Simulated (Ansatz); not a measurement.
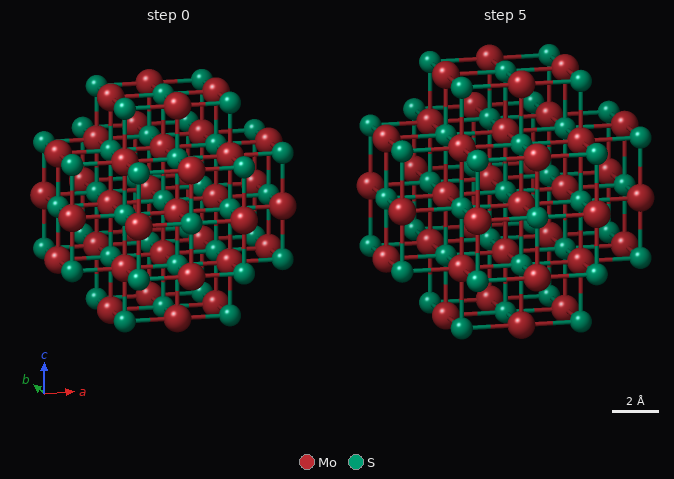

The structure of solid MoS (built on the rock salt type) (coarse preliminary run) before (left) and after (right) a relaxation, at one scale.

Style: ball-and-stick. Shown: the conventional cell (4 times the calculation's cell), slightly off an axis. Lengths and directions refer to the drawn axes.

All numbers below come from DFT PBE+U, scalar-relativistic, plane waves, PAW (Ansatz 0.2.0). Set-up: plane-wave cutoff 420 eV; k-point mesh 8 × 8 × 8; occupations gaussian; smearing width 0.1 eV; U Mo 4.38 eV; collinear spin; cell and atoms relaxed; force threshold 0.05 eV/Å; at most 80 steps.

Question: Describe what moved and what it gained.

Answer: The energy falls by 685 meV per atom in 4 accepted moves (5 points after the start). All forces vanish by symmetry, so only the cell relaxes. The pressure goes from 43.27 to 0.41 GPa. At 1 point the geometry stayed and the basis and grid were re-selected for the new cell (energy shift of 7.5 meV per atom at most each time). The atoms keep their places relative to the cell (all moves are under 0.005 Å). The volume changes by +45.1 %, with a = b = c 4.830 → 5.467 Å (+13.2 %). Among the contacts that change: Mo–S 2.415 → 2.734 Å. The space group stays Fm-3m (No. 225).
